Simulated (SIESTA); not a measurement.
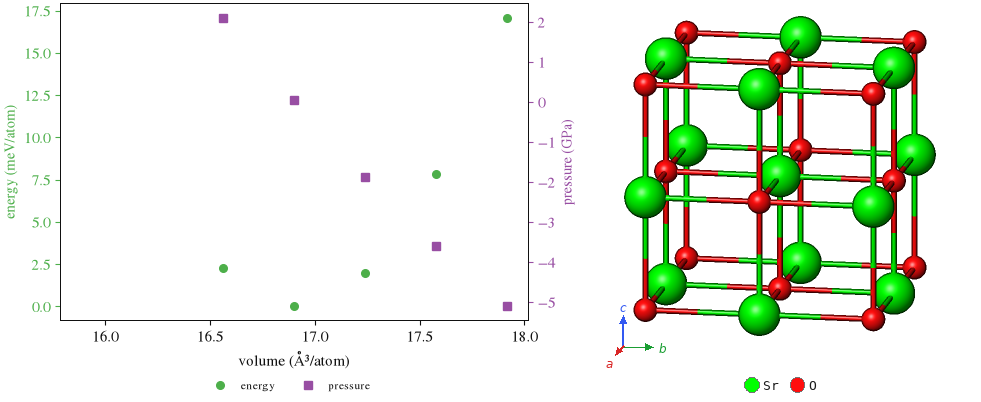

The plot gives the computed energy and pressure against volume for SrO, space group Fm-3m (No. 225). The conventional cell is drawn beside the plot.

Cell as given: a = 3.629 Å, b = 3.629 Å, c = 3.629 Å, α = 60.00°, β = 60.00°, γ = 60.00°; 2 atoms.

Calculation (SIESTA 5.4.2): DFT in numerical atomic orbitals with pseudopotentials, no spin polarisation; energies at scaled volumes of the given cell, shape and fractions fixed, counted from the fit's minimum, third-order Birch-Murnaghan fit. Level: PBEsol.

```tsv
setting	value
k mesh	9×9×9
occupations	Fermi–Dirac
smearing width	0.05 eV
potentials	PseudoDojo 0.4 standard, converted to PSML, two zetas on semicore shells
program settings	basis DZP, mesh cutoff 800 Ry
```

The points at volume 15.89 Å³/atom and 16.23 Å³/atom are left out of the plot. What values does the calculation give there?

| volume (Å³/atom) | energy (meV/atom) | pressure (GPa) |
| --- | --- | --- |
| 15.89 | 21.24 | 7.09 |
| 16.23 | 9.11 | 4.46 |

Note: mulliken charges of long orbitals.
